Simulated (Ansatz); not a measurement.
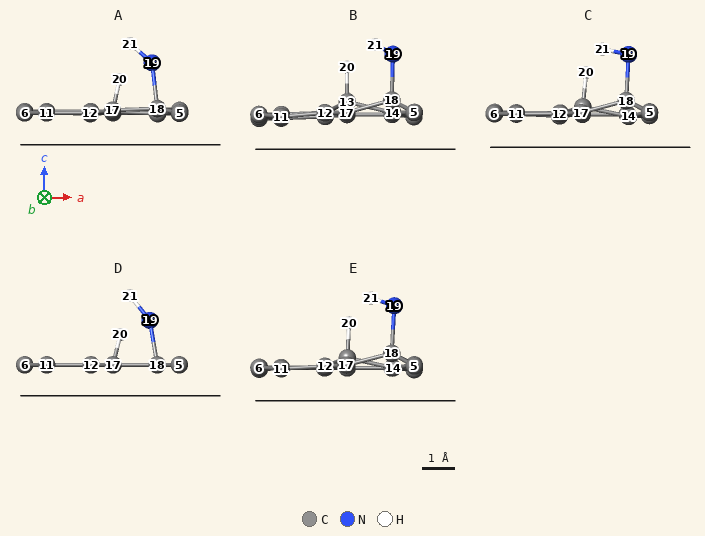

5 geometries from one relaxation of a slab of composition H2C18N, in shuffled order. Style: ball-and-stick. Shown: the cell of the calculation, outlined in the plane, without the vacuum (origin shifted), along the b axis.

It is NH2 on graphene monolayer, set down by a guess. The run prepares an end point of a later path (dissociation) calculation, from a guessed geometry.

Level of theory: DFT PBE, scalar-relativistic, plane waves, PAW (Ansatz 0.2.0). (plane-wave cutoff 420 eV; k-point mesh 2 × 2 × 1; occupations gaussian; smearing width 0.02 eV; collinear spin; atoms relaxed in a fixed cell; force threshold 0.03 eV/Å; at most 60 steps)

Order the frames from highest to lowest energy.

D, A, C, E, B. They are steps 0, 1, 3, 4, 11, at +4.270 eV per cell of the calculation, +2.548 eV per cell of the calculation, +0.408 eV per cell of the calculation, +0.142 eV per cell of the calculation relative to the last. After 9 accepted moves (11 points after the start) the energy has fallen by 4.270 eV per cell of the calculation. Largest force component: 5.8 eV/Å at the start, 0.013 eV/Å at the end. The line search rejected the trial steps at points 7, 10 of the run. An H atom moves most relative to the layer's centre: 0.64 Å at 43° to the normal (+c side). By element the largest moves are H 0.64 Å, N 0.62 Å, C 0.38 Å. The cell stays as it was. Near-neighbour distances that change, for instance: C–N 1.903 → 2.405 Å, C–N 1.903 → 2.363 Å, H–N 1.131 → 1.035 Å, C–C 1.424 → 1.509 Å. Bond angles that change, for instance: C–N–H 151.1° → 106.4°, C–C–H 77.4° → 104.2°, C–C–N 80.9° → 107.0°. The program noted that the starting moments weren't kept. The run may lie on a higher electronic state than the lowest, so the end point isn't shown to be the ground-state structure.

Limits of the set-up: the periodic images lie only 7.4 Å apart, so the values are limited by the cell's size.
